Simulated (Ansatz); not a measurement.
Ta (Pm-3m, No. 221): the end point of a relaxation with DFT, BLYP, plane waves (420 eV) with PAW, scalar-relativistic (Ansatz); the starting structure was generated, so it need not be a known form of this composition.

```cif
data_structure
_symmetry_space_group_name_H-M 'Pm-3m'
_symmetry_Int_Tables_number 221
_cell_length_a 2.7782
_cell_length_b 2.7782
_cell_length_c 2.7782
_cell_angle_alpha 90.000
_cell_angle_beta 90.000
_cell_angle_gamma 90.000
_cell_volume 21.44
loop_
_atom_site_label
_atom_site_type_symbol
_atom_site_symmetry_multiplicity
_atom_site_Wyckoff_symbol
_atom_site_fract_x
_atom_site_fract_y
_atom_site_fract_z
_atom_site_occupancy
Ta1 Ta 1 a 0.00000 0.00000 0.00000 1
```

Question: What will a HAADF-like image along [211] show? The image is simulated as a sum over atoms of Z^1.7, blurred by a 1.08 Å probe (no channelling). The probe carries 15 % of its weight in a tail 2.5 times as wide. Shot noise and the speckle of an amorphous layer were added.

Answer: The columns repeat on a rectangular net of 1.60 × 1.96 Å (plane group p2mm). All columns are alike (Ta). The shortest distance between visible columns is 1.60 Å in projection. Along the beam the structure repeats every 6.81 Å.

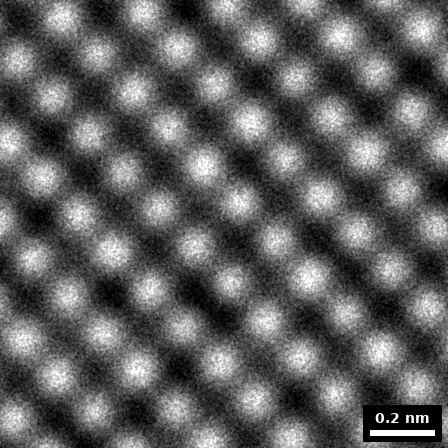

The simulated image.
